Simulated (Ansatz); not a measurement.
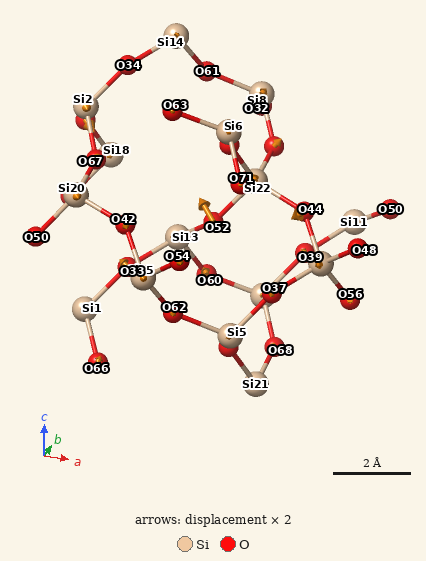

This is a relaxation of a defect cell of composition Si24O47 (cell charge +1). The starting structure is drawn; orange arrows show the displacements, 2 times their true length.

A ball-and-stick model of the atoms within 5.0 Å of the atom that moves most (axes of the cell of the calculation (origin shifted)), seen slightly off an axis.

Theory: DFT, PBEsol, PAW, plane waves (Ansatz 0.2.0). (plane-wave cutoff 420 eV; k-point mesh 1 × 1 × 1; mesh shifted by (0.25, 0.25, 0.25); collinear spin; atoms relaxed in a fixed cell; force threshold 0.03 eV/Å; at most 80 steps)

> What did the optimiser do to the structure, and how much energy did it gain?

The energy falls by 1.378 eV per cell of the calculation in 6 geometry steps. Largest force component: 2.8 eV/Å at the start, 0.021 eV/Å at the end. An O atom moves most: 0.43 Å along [−2 1 2]. Largest moves by element: O 0.43 Å, Si 0.14 Å. The lattice vectors keep their values. Some distances before and after: O–Si 1.685 → 1.618 Å, O–Si 1.662 → 1.619 Å, O–Si 1.623 → 1.588 Å, O–Si 1.633 → 1.599 Å. Among the angles between lasting bonds that change: Si–O–Si 145.1° → 159.2°, Si–O–Si 144.0° → 158.0°, Si–O–Si 143.0° → 154.1°.

Limits of the set-up: the cell is charged, on a uniform background, and energies carry no finite-size correction.
